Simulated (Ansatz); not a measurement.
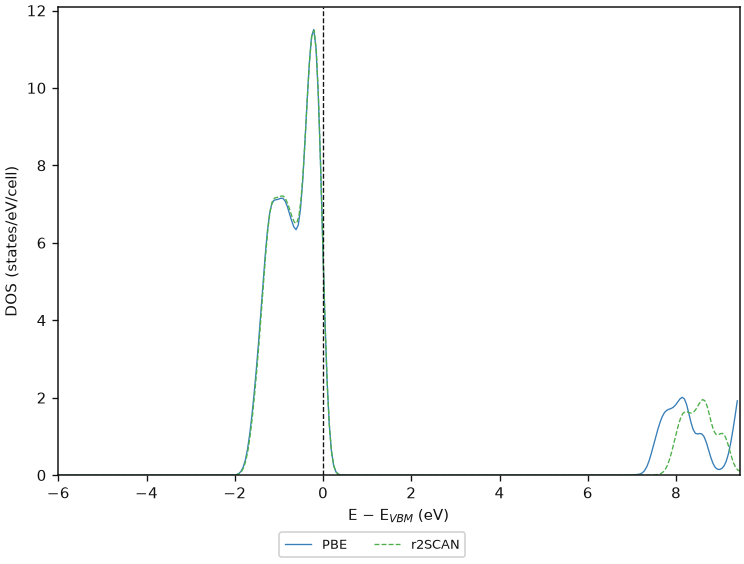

Total densities of states of BaF$_{2}$, space group Fm-3m (No. 225), 3 atoms in the cell, fluorite type, hydrostatic strain −2.0%, by two methods on the same cell. The curves are built from the levels of the k mesh with Gaussians 0.3 eV wide, which also blur the band edges. Each is counted from its own valence-band top.

> How do the methods compare?

PBE gives a gap of 7.11 eV and r2SCAN gives a gap of 7.67 eV.

Settings. PBE: DFT, PBE, plane waves, PAW, no spin polarisation, 8×8×8 k mesh, 420 eV cutoff, Fermi-Dirac smearing of 0.02 eV (Ansatz). r2SCAN: DFT, r2SCAN, plane waves, PAW, no spin polarisation, 8×8×8 k mesh, 500 eV cutoff (Ansatz 0.2.0).
